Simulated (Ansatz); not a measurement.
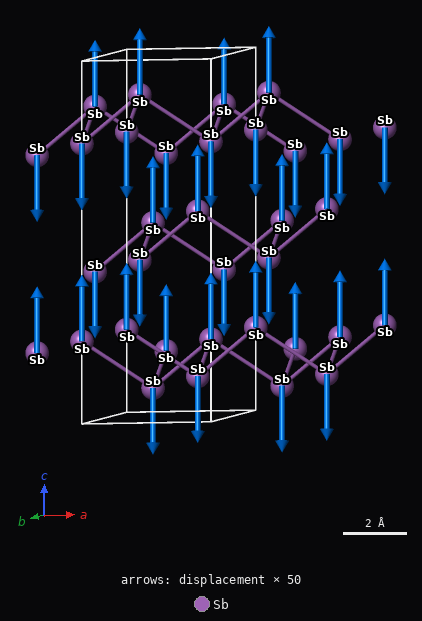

This is a relaxation of a crystal of Sb (built on the A7 type) (coarse preliminary run). The starting structure is drawn; blue arrows show the displacements (the part carried along by the change of the cell is left out), 50 times their true length.

A ball-and-stick model of the conventional cell (3 times the calculation's cell), repeated 2 × 2 × 1 with one cell outlined, seen from a free direction. Lengths and directions refer to the drawn axes.

Level of theory: DFT PBE, scalar-relativistic, plane waves, PAW (Ansatz 0.2.0). (plane-wave cutoff 600 eV; k-point mesh 6 × 6 × 6; occupations gaussian; smearing width 0.05 eV; no spin polarisation; cell and atoms relaxed; force threshold 0.03 eV/Å; at most 60 steps)

Describe the change and its energy.

Answer. Over 3 accepted moves (4 points after the start) the energy falls by 0.113 eV per cell of the calculation. Largest force component: 0.9 eV/Å at the start, 0.024 eV/Å at the end. Pressure: 5.63 GPa at the start and 0.17 GPa at the end. The SCF was repeated once at an unchanged geometry on a basis and grid sized afresh for the cell, which shifted the energy by less than 0.05 meV per cell of the calculation at most. The largest moves relative to the cell, 0.043 Å, are those of Sb atoms. Cell: a = b 4.222 → 4.373 Å (+3.6 %), c 11.742 → 11.614 Å (−1.1 %). Volume +6.1 %. Among the contacts that change: Sb–Sb 2.826 → 2.937 Å. The space group stays R-3m (No. 166).
